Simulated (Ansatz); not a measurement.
**Geometry relaxation of Zn16Se17 (charge −2) (part 1 of 4)**

Zn16Se17 (defect cell, 33 atoms in the cell, total charge −2), computed with DFT PBE, scalar-relativistic, plane waves, PAW, no spin polarisation (Ansatz 0.2.0).

The structure derives from a Materials Project entry. It belongs to a series of runs on one base structure; here: Se interstitial, charge -2, atoms relaxed at the host's cell.

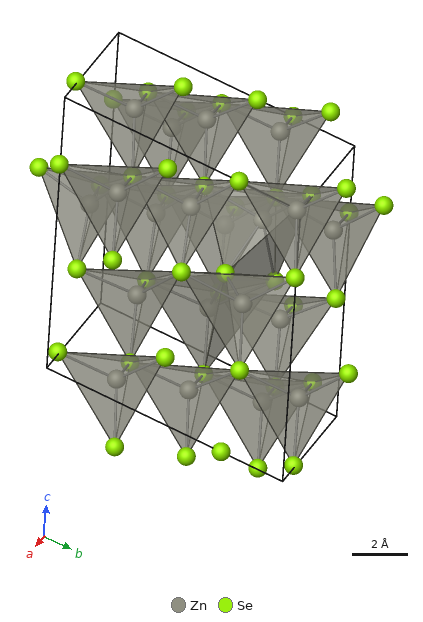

The structure as given in the input (polyhedral view of the cell of the calculation, seen slightly off an axis; polyhedra are completed across the faces of the cell). An atom can appear more than once, as a periodic image.

The input
```yaml
crystal:
  lattice:
    - [5.7317611754, -5.7317611754, -5.7317611754]
    - [-5.7317611754, -5.7317611754, 5.7317611754]
    - [-5.7317611754, 5.7317611754, -5.7317611754]
  atoms:
    - { symbol: Zn, position: [0.2493924703, 0.2537290568, 0.4984615569] }
    - { symbol: Zn, position: [0.257394558, 0.4984396168, 0.2529228411] }
    - { symbol: Zn, position: [0.2444922764, 0.7400376729, 0.0033871354] }
    - { symbol: Zn, position: [0.0032073755, 0.2454008875, 0.7521101946] }
    - { symbol: Zn, position: [0.2527672617, -0.0123269091, 0.7442009996] }
    - { symbol: Zn, position: [0.0176164732, 0.4924122367, 0.4996706469] }
    - { symbol: Zn, position: [0.0059914795, 0.7433108836, 0.2535526321] }
    - { symbol: Zn, position: [0.7416409309, 0.2370853734, -0.0039807545] }
    - { symbol: Zn, position: [0.9938167699, 0.983405378, 0.9947139266] }
    - { symbol: Zn, position: [0.7449600813, 0.4962280977, 0.7433653771] }
    - { symbol: Zn, position: [0.7879249495, 0.7448638556, 0.4989067401] }
    - { symbol: Zn, position: [0.4984671455, 0.2486578099, 0.2536238348] }
    - { symbol: Zn, position: [0.7505210443, -0.0069438582, 0.2463636418] }
    - { symbol: Zn, position: [0.4972752346, 0.4870172794, 0.002452612] }
    - { symbol: Zn, position: [0.4970250905, 0.7442187862, 0.7397118719] }
    - { symbol: Zn, position: [0.5044605677, 0.0306661623, 0.4995849404] }
    - { symbol: Se, position: [-0.0019817375, 0.240854629, 0.4993205106] }
    - { symbol: Se, position: [-0.0106351086, 0.4815900246, 0.2385775025] }
    - { symbol: Se, position: [-0.0048571178, 0.7380297954, -0.0010563345] }
    - { symbol: Se, position: [0.7558750488, 0.2507857755, 0.7549604492] }
    - { symbol: Se, position: [0.0086857505, -0.0022574766, 0.7542364825] }
    - { symbol: Se, position: [0.7712121736, 0.4804078958, 0.5014620816] }
    - { symbol: Se, position: [0.7522181109, 0.7424105119, 0.2432357954] }
    - { symbol: Se, position: [0.495763278, 0.2381100821, -0.0008557272] }
    - { symbol: Se, position: [0.7464999332, -0.010981165, -0.0060685741] }
    - { symbol: Se, position: [0.500668312, 0.4958162718, 0.7612984685] }
    - { symbol: Se, position: [0.3708259406, 0.7851081412, 0.5002032555] }
    - { symbol: Se, position: [0.2357646789, 0.2304242603, 0.2365528979] }
    - { symbol: Se, position: [0.5000869422, -0.0049752778, 0.2439845622] }
    - { symbol: Se, position: [0.2514530812, 0.4939509748, 0.0047377998] }
    - { symbol: Se, position: [0.250146144, 0.7416912243, 0.7611906558] }
    - { symbol: Se, position: [0.236087087, 0.0135288351, 0.4988040896] }
    - { symbol: Se, position: [0.5438435656, 0.6146724281, 0.4980249853] }
  host:
    lattice:
      - [0.0, 2.8658805877, 2.8658805877]
      - [2.8658805877, 0.0, 2.8658805877]
      - [2.8658805877, 2.8658805877, 0.0]
    atoms:
      - { symbol: Zn, position: [0.0, 0.0, 0.0] }
      - { symbol: Se, position: [0.75, 0.75, 0.75] }
total_charge: -2
basis:
  ecutwfc: 420
  xc_grid: 2
kpoints:
  mp_grid: { grid: [2, 2, 2], shift: [0.5, 0.5, 0.5] }
hamiltonian:
  xc: pbe
scf:
  occupations: { method: gaussian, width: 0.01 }
output:
  forces: true
  stress: false
  eigenvalues: true
  charged_corrections:
    defect_position: [0.5, 0.5, 0.5]
    epsilon: [[10.789, 0.0, 0.0], [0.0, 10.789, 0.0], [0.0, 0.0, 10.789]]
  write_density: true
  write_potential: true
  elf: true
  volumetric_format: npy
relax:
  adjacent_minimum: "off"
  f_tol: 0.025
  max_steps: 45
```

Launched with:
```bash
ansatz run input.yaml --threads 4 --pin off --max-ram 10240MiB --backend cpu --events-out ev --progress --plain --runs-dir out
```

Output
```
Engine: ansatz 0.2.0, x86_64-unknown-linux-gnu
Pseudopotentials: kind: paw
Pseudopotential: Zn, paw, valence charge 12, recommended cutoff 420 eV (normal), Zn.paw.azcp
Pseudopotential: Se, paw, valence charge 16, recommended cutoff 420 eV (normal), Se.paw.azcp
Functional definition: PBE
  parameter kappa = 0.804
  parameter beta = 0.06672455060314922
  exchange = pbe_x(kappa = kappa, mu = beta*pi^2/3)
  correlation = pbe_c(beta = beta)
Crystal: 33 atoms, lattice volume = 753.224 Å³
Basis set: ecut = 420 eV, 14771 PW (Γ), exchange–correlation on 144×144×144 points (8 copies of the dense FFT grid, shifted against one another)
Bands: 280, of which v1, the nominal top of the filled ones, is band 233 counted from 1 (232 counted from 0)
Symmetry: 1 space group operations
Space group: P1 (ITA 1), of the structure as read, at distance tolerance 9.1e-5 Å
k-points: 4 of 8 (time reversal used)
Non-local potential: Zn, projectors of the file, l = 0: 2, l = 1: 2, l = 2: 3, l = 3: 1
Non-local potential: Se, projectors of the file, l = 0: 2, l = 1: 2, l = 2: 3, l = 3: 1
PAW form: soft (Blöchl's): semilocal exchange-correlation on the pseudo side does not see the compensation charge
PAW one-centre angular grid: Zn, 590 points (default); XC on 64 Gauss nodes
PAW one-centre angular grid: Se, 590 points (default); XC on 64 Gauss nodes
Initial density: superposition of atomic densities (neutral atoms scaled as one to the charged cell's electrons: chi_scale 0, normalization atom), corrected by the library's trained network
Initial wavefunctions: pseudopotential atomic-orbital guess
Functional: x = pbe(κ = 0.804, μ = 0.2195149727645171), c = pbe(β = 0.06672455060314922)
SCF iter   1: F=—  HF=-146082.865057 eV  |F-HF|=—  |Δ(HF+E_count)|=         —  Δρ=2.33e-2  dr2=5.37e0  ethr=1.77e-3  ⟨swp⟩=6.0  Hψ=4369  notcnv=0  defer=15
preconditioner: auto → Resta (q_TF=auto, 2.518 Å⁻¹)  ε∞=5.9  [insulator: Δε(μ)=0.714 eV  Ē_g=10.555 eV  σ=0.010 eV  W_gap=1.00  n_scr=200 (ndim 8)  ℏωp=23.3 eV  f_vac=0.118  D(μ)=0.00/eV (n_scr^D=0)  ε∞_Penn≈5.9]
SCF iter   2: F=—  HF=-146081.543021 eV  |F-HF|=—  |Δ(HF+E_count)|=    1.32e0  Δρ=7.21e-3  dr2=6.52e-1  ethr=1.15e-3  ⟨swp⟩=2.0  Hψ=1831  notcnv=0  defer=169
SCF iter   3: F=—  HF=-146081.301318 eV  |F-HF|=—  |Δ(HF+E_count)|=   2.42e-1  Δρ=5.45e-3  dr2=2.16e-1  ethr=1.40e-4  ⟨swp⟩=2.0  Hψ=1939  notcnv=0  defer=169
SCF iter   4: F=—  HF=-146081.246591 eV  |F-HF|=—  |Δ(HF+E_count)|=   5.47e-2  Δρ=2.51e-3  dr2=9.96e-2  ethr=4.64e-5  ⟨swp⟩=2.0  Hψ=1501  notcnv=0  defer=169
SCF iter   5: F=—  HF=-146081.253333 eV  |F-HF|=—  |Δ(HF+E_count)|=   6.74e-3  Δρ=3.52e-3  dr2=2.96e-1  ethr=2.14e-5  ⟨swp⟩=2.5  Hψ=1618  notcnv=0  defer=166  recentre
SCF iter   6: F=—  HF=-146081.250625 eV  |F-HF|=—  |Δ(HF+E_count)|=   2.71e-3  Δρ=2.17e-3  dr2=1.26e-1  ethr=2.14e-5  ⟨swp⟩=2.2  Hψ=1677  notcnv=0  defer=166
SCF iter   7: F=—  HF=-146081.244634 eV  |F-HF|=—  |Δ(HF+E_count)|=   5.99e-3  Δρ=1.76e-3  dr2=8.60e-2  ethr=2.14e-5  ⟨swp⟩=2.0  Hψ=1059  notcnv=0  defer=166
SCF iter   8: F=—  HF=-146081.236863 eV  |F-HF|=—  |Δ(HF+E_count)|=   7.77e-3  Δρ=4.90e-4  dr2=6.81e-3  ethr=1.84e-5  ⟨swp⟩=2.0  Hψ=997  notcnv=0  defer=166
SCF iter   9: F=—  HF=-146081.236343 eV  |F-HF|=—  |Δ(HF+E_count)|=   5.20e-4  Δρ=1.39e-4  dr2=3.65e-4  ethr=1.46e-6  ⟨swp⟩=1.0  Hψ=994  notcnv=0  defer=166
SCF iter  10: F=—  HF=-146081.236447 eV  |F-HF|=—  |Δ(HF+E_count)|=   1.04e-4  Δρ=2.85e-4  dr2=2.20e-3  ethr=7.84e-8  ⟨swp⟩=2.0  Hψ=1487  notcnv=0  defer=166
SCF iter  11: F=—  HF=-146081.236474 eV  |F-HF|=—  |Δ(HF+E_count)|=   2.74e-5  Δρ=3.14e-4  dr2=2.76e-3  ethr=7.84e-8  ⟨swp⟩=2.0  Hψ=1487  notcnv=0  defer=166
SCF iter  12: F=-146081.236396 eV  HF=-146081.236395 eV  |F-HF|=4.02e-7  |Δ(HF+E_count)|=   7.89e-5  Δρ=1.58e-5  dr2=3.65e-6  ethr=3.35e-9  ⟨swp⟩=14.2  Hψ=9846  notcnv=0
SCF 1 converged in 12 iterations: F = -146081.236396 eV  dr2 = 3.65e-6
  greatest PAW one-centre occupation: 1.000 electrons in one spin orbital (limit 2), on the Se atom at site 32 (counted from 0), in its partial waves of l = 2
relax step   1: F+E_penalty+E_count = -146081.23639576 eV  Δ(F+E_penalty+E_count) = +0.000e0 eV  max|allowed force component| = 6.001e-1 eV/Å  Δτ_max = 0.0000 Å  (12 SCF iters, dr2 threshold 1.56e-5 eV, accepted)
Initial density: handed on by an earlier stage of this run
Initial wavefunctions: those handed on with the density
iter 1 solved again at ethr=1.49e-4 eV; its pass at ethr=3.10e-3 eV (dr2=6.93e-1 eV) is discarded
SCF iter   1: F=—  HF=-146081.790384 eV  |F-HF|=—  |Δ(HF+E_count)|=         —  Δρ=8.81e-3  dr2=7.02e-1  ethr=1.49e-4  ⟨swp⟩=1.0  Hψ=3659  notcnv=0  defer=150
preconditioner: auto → Resta (q_TF=auto, 2.518 Å⁻¹)  ε∞=5.6  [insulator: Δε(μ)=0.662 eV  Ē_g=10.864 eV  σ=0.010 eV  W_gap=1.00  n_scr=200 (ndim 8)  ℏωp=23.3 eV  f_vac=0.107  D(μ)=0.00/eV (n_scr^D=0)  ε∞_Penn≈5.6]
SCF iter   2: F=—  HF=-146081.616755 eV  |F-HF|=—  |Δ(HF+E_count)|=   1.74e-1  Δρ=3.97e-3  dr2=1.11e-1  ethr=1.49e-4  ⟨swp⟩=2.0  Hψ=1618  notcnv=0  defer=150
SCF iter   3: F=—  HF=-146081.589332 eV  |F-HF|=—  |Δ(HF+E_count)|=   2.74e-2  Δρ=8.53e-4  dr2=4.55e-3  ethr=2.37e-5  ⟨swp⟩=3.0  Hψ=1853  notcnv=0  defer=153
SCF iter   4: F=—  HF=-146081.589408 eV  |F-HF|=—  |Δ(HF+E_count)|=   7.63e-5  Δρ=5.61e-4  dr2=1.73e-3  ethr=9.75e-7  ⟨swp⟩=2.0  Hψ=1791  notcnv=0  defer=157
SCF iter   5: F=—  HF=-146081.589373 eV  |F-HF|=—  |Δ(HF+E_count)|=   3.46e-5  Δρ=2.13e-4  dr2=4.06e-4  ethr=3.70e-7  ⟨swp⟩=2.0  Hψ=1624  notcnv=0  defer=157
SCF iter   6: F=—  HF=-146081.589336 eV  |F-HF|=—  |Δ(HF+E_count)|=   3.78e-5  Δρ=6.73e-5  dr2=5.29e-5  ethr=8.71e-8  ⟨swp⟩=2.0  Hψ=1595  notcnv=0  defer=157
SCF iter   7: F=-146081.589360 eV  HF=-146081.589357 eV  |F-HF|=3.15e-6  |Δ(HF+E_count)|=   2.16e-5  Δρ=2.38e-5  dr2=6.64e-6  ethr=4.83e-9  ⟨swp⟩=16.2  Hψ=10849  notcnv=0
SCF 2 converged in 7 iterations: F = -146081.589360 eV  dr2 = 6.64e-6
[... from here on the iterations of each SCF are left out, up to the last one ...]
relax step   2: F+E_penalty+E_count = -146081.58936025 eV  Δ(F+E_penalty+E_count) = -3.530e-1 eV  max|allowed force component| = 4.232e-1 eV/Å  Δτ_max = 0.1947 Å  (7 SCF iters, dr2 threshold 2.25e-5 eV, accepted)
preconditioner: auto → Resta (q_TF=auto, 2.518 Å⁻¹)  ε∞=5.6  [insulator: Δε(μ)=1.095 eV  Ē_g=10.866 eV  σ=0.010 eV  W_gap=1.00  n_scr=200 (ndim 8)  ℏωp=23.3 eV  f_vac=0.105  D(μ)=0.00/eV (n_scr^D=0)  ε∞_Penn≈5.6]
SCF 3 converged in 8 iterations: F = -146081.507074 eV  dr2 = 5.37e-6
relax step   3: F+E_penalty+E_count = -146081.50707360 eV  Δ(F+E_penalty+E_count) = +8.229e-2 eV  max|allowed force component| = 4.509e-1 eV/Å  Δτ_max = 0.2000 Å  (8 SCF iters, dr2 threshold 1.12e-5 eV, rejected (line search))
preconditioner: auto → Resta (q_TF=auto, 2.518 Å⁻¹)  ε∞=5.6  [insulator: Δε(μ)=0.779 eV  Ē_g=10.864 eV  σ=0.010 eV  W_gap=1.00  n_scr=200 (ndim 8)  ℏωp=23.3 eV  f_vac=0.107  D(μ)=0.00/eV (n_scr^D=0)  ε∞_Penn≈5.6]
SCF 4 converged in 10 iterations: F = -146081.739005 eV  dr2 = 2.83e-8
relax step   4: F+E_penalty+E_count = -146081.73900545 eV  Δ(F+E_penalty+E_count) = -1.496e-1 eV  max|allowed force component| = 1.499e-1 eV/Å  Δτ_max = 0.1000 Å  (10 SCF iters, accepted)
preconditioner: auto → Resta (q_TF=auto, 2.518 Å⁻¹)  ε∞=5.6  [insulator: Δε(μ)=0.888 eV  Ē_g=10.856 eV  σ=0.010 eV  W_gap=1.00  n_scr=200 (ndim 8)  ℏωp=23.3 eV  f_vac=0.106  D(μ)=0.00/eV (n_scr^D=0)  ε∞_Penn≈5.6]
SCF 5 converged in 7 iterations: F = -146081.805586 eV  dr2 = 1.44e-6
relax step   5: F+E_penalty+E_count = -146081.80558620 eV  Δ(F+E_penalty+E_count) = -6.658e-2 eV  max|allowed force component| = 1.405e-1 eV/Å  Δτ_max = 0.1000 Å  (7 SCF iters, dr2 threshold 2.82e-6 eV, accepted)
preconditioner: auto → Resta (q_TF=auto, 2.518 Å⁻¹)  ε∞=5.6  [insulator: Δε(μ)=1.134 eV  Ē_g=10.864 eV  σ=0.010 eV  W_gap=1.00  n_scr=200 (ndim 8)  ℏωp=23.3 eV  f_vac=0.104  D(μ)=0.00/eV (n_scr^D=0)  ε∞_Penn≈5.6]
SCF 6 converged in 8 iterations: F = -146081.904504 eV  dr2 = 1.28e-6
relax step   6: F+E_penalty+E_count = -146081.90450374 eV  Δ(F+E_penalty+E_count) = -9.892e-2 eV  max|allowed force component| = 2.010e-1 eV/Å  Δτ_max = 0.1500 Å  (8 SCF iters, dr2 threshold 2.48e-6 eV, accepted)
preconditioner: auto → Resta (q_TF=auto, 2.518 Å⁻¹)  ε∞=5.6  [insulator: Δε(μ)=1.372 eV  Ē_g=10.886 eV  σ=0.010 eV  W_gap=1.00  n_scr=200 (ndim 8)  ℏωp=23.3 eV  f_vac=0.103  D(μ)=0.00/eV (n_scr^D=0)  ε∞_Penn≈5.6]
SCF 7 converged in 6 iterations: F = -146082.045825 eV  dr2 = 2.92e-5
relax step   7: F+E_penalty+E_count = -146082.04582537 eV  Δ(F+E_penalty+E_count) = -1.413e-1 eV  max|allowed force component| = 1.238e-1 eV/Å  Δτ_max = 0.2000 Å  (6 SCF iters, dr2 threshold 3.55e-5 eV, accepted)
preconditioner: auto → Resta (q_TF=auto, 2.518 Å⁻¹)  ε∞=5.6  [insulator: Δε(μ)=1.495 eV  Ē_g=10.906 eV  σ=0.010 eV  W_gap=1.00  n_scr=200 (ndim 8)  ℏωp=23.3 eV  f_vac=0.103  D(μ)=0.00/eV (n_scr^D=0)  ε∞_Penn≈5.6]
SCF 8 converged in 7 iterations: F = -146082.110823 eV  dr2 = 4.86e-6
relax step   8: F+E_penalty+E_count = -146082.11082320 eV  Δ(F+E_penalty+E_count) = -6.500e-2 eV  max|allowed force component| = 2.326e-1 eV/Å  Δτ_max = 0.1919 Å  (7 SCF iters, dr2 threshold 5.81e-6 eV, accepted)
preconditioner: auto → Resta (q_TF=auto, 2.518 Å⁻¹)  ε∞=5.6  [insulator: Δε(μ)=1.537 eV  Ē_g=10.911 eV  σ=0.010 eV  W_gap=1.00  n_scr=200 (ndim 8)  ℏωp=23.3 eV  f_vac=0.104  D(μ)=0.00/eV (n_scr^D=0)  ε∞_Penn≈5.6]
SCF 9 converged in 6 iterations: F = -146082.192429 eV  dr2 = 1.10e-5
relax step   9: F+E_penalty+E_count = -146082.19242875 eV  Δ(F+E_penalty+E_count) = -8.161e-2 eV  max|allowed force component| = 1.425e-1 eV/Å  Δτ_max = 0.2000 Å  (6 SCF iters, dr2 threshold 2.05e-5 eV, accepted)
preconditioner: auto → Resta (q_TF=auto, 2.518 Å⁻¹)  ε∞=5.6  [insulator: Δε(μ)=1.534 eV  Ē_g=10.908 eV  σ=0.010 eV  W_gap=1.00  n_scr=200 (ndim 8)  ℏωp=23.3 eV  f_vac=0.105  D(μ)=0.00/eV (n_scr^D=0)  ε∞_Penn≈5.6]
SCF 10 converged in 6 iterations: F = -146082.210994 eV  dr2 = 1.39e-6
relax step  10: F+E_penalty+E_count = -146082.21099366 eV  Δ(F+E_penalty+E_count) = -1.856e-2 eV  max|allowed force component| = 9.496e-2 eV/Å  Δτ_max = 0.0692 Å  (6 SCF iters, dr2 threshold 7.62e-6 eV, accepted)
preconditioner: auto → Resta (q_TF=auto, 2.518 Å⁻¹)  ε∞=5.6  [insulator: Δε(μ)=1.497 eV  Ē_g=10.906 eV  σ=0.010 eV  W_gap=1.00  n_scr=200 (ndim 8)  ℏωp=23.3 eV  f_vac=0.104  D(μ)=0.00/eV (n_scr^D=0)  ε∞_Penn≈5.6]
SCF 11 converged in 6 iterations: F = -146082.218100 eV  dr2 = 2.91e-6
relax step  11: F+E_penalty+E_count = -146082.21810009 eV  Δ(F+E_penalty+E_count) = -7.106e-3 eV  max|allowed force component| = 4.415e-2 eV/Å  Δτ_max = 0.0984 Å  (6 SCF iters, dr2 threshold 3.38e-6 eV, accepted)
SCF iter   1: F=—  HF=-146082.225124 eV  |F-HF|=—  |Δ(HF+E_count)|=         —  Δρ=1.54e-3  dr2=1.04e-2  ethr=2.12e-5  ⟨swp⟩=3.8  Hψ=1969  notcnv=0  defer=163
preconditioner: auto → Resta (q_TF=auto, 2.518 Å⁻¹)  ε∞=5.6  [insulator: Δε(μ)=1.513 eV  Ē_g=10.910 eV  σ=0.010 eV  W_gap=1.00  n_scr=200 (ndim 8)  ℏωp=23.3 eV  f_vac=0.104  D(μ)=0.00/eV (n_scr^D=0)  ε∞_Penn≈5.6]
SCF iter   2: F=—  HF=-146082.221860 eV  |F-HF|=—  |Δ(HF+E_count)|=   3.26e-3  Δρ=7.32e-4  dr2=2.16e-3  ethr=2.23e-6  ⟨swp⟩=2.0  Hψ=2009  notcnv=0  defer=163
SCF iter   3: F=—  HF=-146082.221266 eV  |F-HF|=—  |Δ(HF+E_count)|=   5.95e-4  Δρ=9.45e-5  dr2=5.94e-5  ethr=4.63e-7  ⟨swp⟩=2.0  Hψ=1894  notcnv=0  defer=163
SCF iter   4: F=—  HF=-146082.220974 eV  |F-HF|=—  |Δ(HF+E_count)|=   2.91e-4  Δρ=9.91e-5  dr2=4.41e-5  ethr=1.27e-8  ⟨swp⟩=2.0  Hψ=1645  notcnv=0  defer=163
SCF iter   5: F=—  HF=-146082.220946 eV  |F-HF|=—  |Δ(HF+E_count)|=   2.81e-5  Δρ=1.49e-5  dr2=1.45e-6  ethr=9.46e-9  ⟨swp⟩=2.0  Hψ=1485  notcnv=0  defer=163
SCF iter   6: F=—  HF=-146082.220947 eV  |F-HF|=—  |Δ(HF+E_count)|=   1.51e-7  Δρ=4.87e-6  dr2=2.95e-7  ethr=3.11e-10  ⟨swp⟩=2.0  Hψ=1859  notcnv=0  defer=163
SCF iter   7: F=-146082.220947 eV  HF=-146082.220947 eV  |F-HF|=2.76e-8  |Δ(HF+E_count)|=   2.47e-8  Δρ=1.98e-6  dr2=4.15e-8  ethr=2.15e-11  ⟨swp⟩=15.0  Hψ=10074  notcnv=0
SCF 12 converged in 7 iterations: F = -146082.220947 eV  dr2 = 4.15e-8
relax step  12: F+E_penalty+E_count = -146082.22094657 eV  Δ(F+E_penalty+E_count) = -2.846e-3 eV  max|allowed force component| = 7.506e-3 eV/Å  Δτ_max = 0.0239 Å  (7 SCF iters, accepted)
```

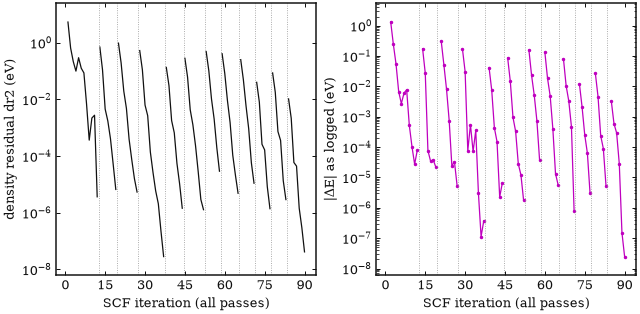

Convergence of the self-consistent field: density residual dr2 and size of the energy change against the SCF iteration. The dotted lines part the SCF passes of the relaxation: geometry steps, rejected trials and re-solves on a re-selected basis. The 12 passes take 6 to 12 iterations each, 90 in all.

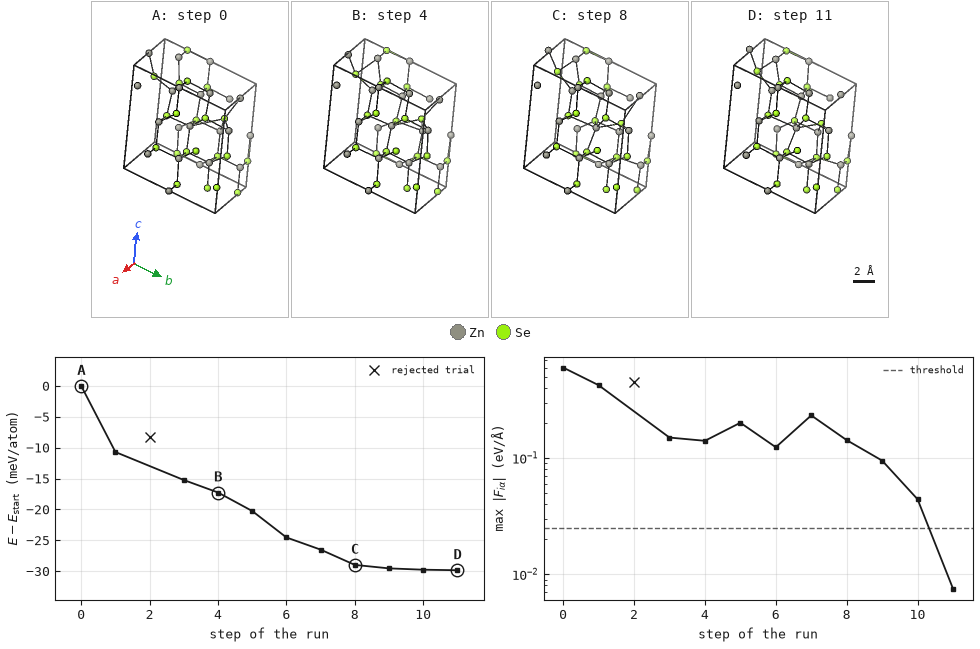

Frames of the relaxation (ball-and-stick view of the cell of the calculation (origin shifted), seen slightly off an axis) above the curves, on which the letters mark them (the first geometry is step 0 here and step 1 in the log).
